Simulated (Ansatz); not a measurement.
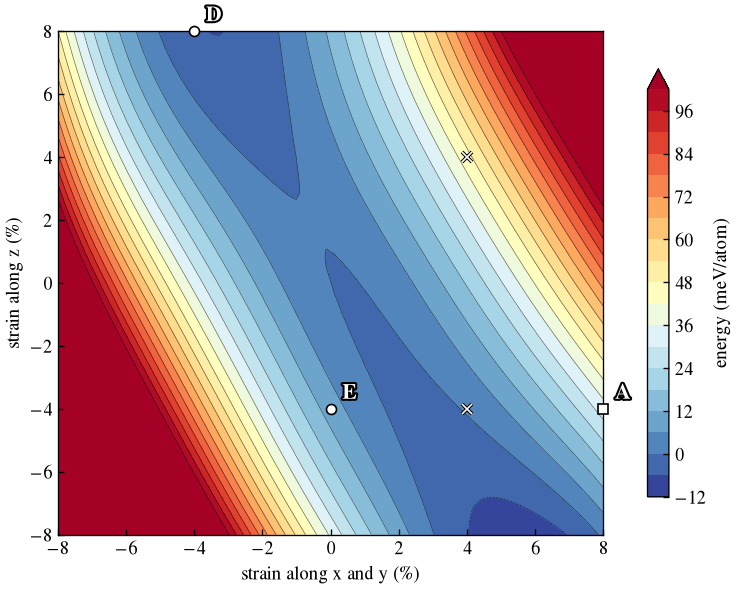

Si (Fm-3m, No. 225; 1 atom in the cell). 
- The cell is strained homogeneously, by one strain along x and y and another along z, with fractional coordinates fixed (x, y and z along the cube axes).
- Coordinates scanned: (1) strain along x and y; (2) strain along z.
- The scan uses a 5 × 5 grid. At 2 points there is no value.
- Points are written as (first, second).
- Energies: meV/atom, counted from the unstrained cell.
- The reference cell is the one listed in the database, not relaxed at this level.
- These are results of Ansatz, DFT PBEsol, scalar-relativistic, plane waves, PAW, not measurements. Settings: cutoff 420 eV, k-mesh 22×22×22, gaussian smearing 0.15 eV, no spin polarisation.

The picture shows filled contours, crosses at grid points without a value, one colour for all values above the top of the scale, lettered points. Between grid points the surface is interpolated.

Is E the lowest point of the computed grid?

No. E lies 15 meV/atom above the lowest grid point, which is at (4 %, −8 %).

Rank the lettered points by energy, lowest first.

D (−5 meV/atom), E (9 meV/atom), A (33 meV/atom).
